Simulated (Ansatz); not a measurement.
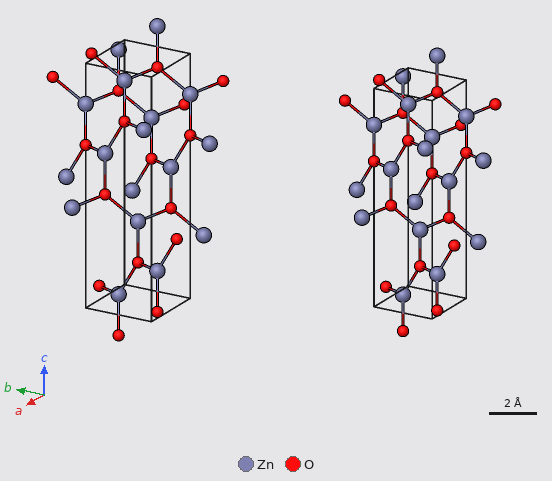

Two geometries of a crystal of ZnO (a generated structure, set up in I4_1md) (coarse preliminary run), drawn at one scale. One is the start of a relaxation, the other its converged end. A ball-and-stick model of the conventional cell (2 times the calculation's cell), seen from a free direction. Lengths and directions refer to the drawn axes.

The calculation used DFT PBE, scalar-relativistic, plane waves, PAW (Ansatz 0.2.0). (plane-wave cutoff 420 eV; k-point mesh 8 × 8 × 8; occupations gaussian; smearing width 0.1 eV; no spin polarisation; cell and atoms relaxed; force threshold 0.04 eV/Å; at most 70 steps)

**Which geometry has the lower energy?**

The left one is the relaxed one. The largest moves relative to the cell, 0.005 Å, are those of Zn and O atoms. Largest moves by element: Zn 0.005 Å, O 0.005 Å. Cell: a = b 2.918 → 3.305 Å (+13.3 %), c 10.107 → 11.330 Å (+12.1 %). Volume +43.8 %. Near-neighbour distances that change, for instance: O–Zn 1.685 → 1.899 Å. The space group stays I4_1md (No. 109). The energy falls by 3.256 eV per cell of the calculation in 6 accepted moves (8 points after the start). Largest force component: 0.036 eV/Å at the start, 0.0043 eV/Å at the end. The pressure goes from 77.54 to 0.02 GPa. The SCF was repeated twice at an unchanged geometry on a basis and grid sized afresh for the cell, which shifted the energy by 0.245 eV per cell of the calculation at most.
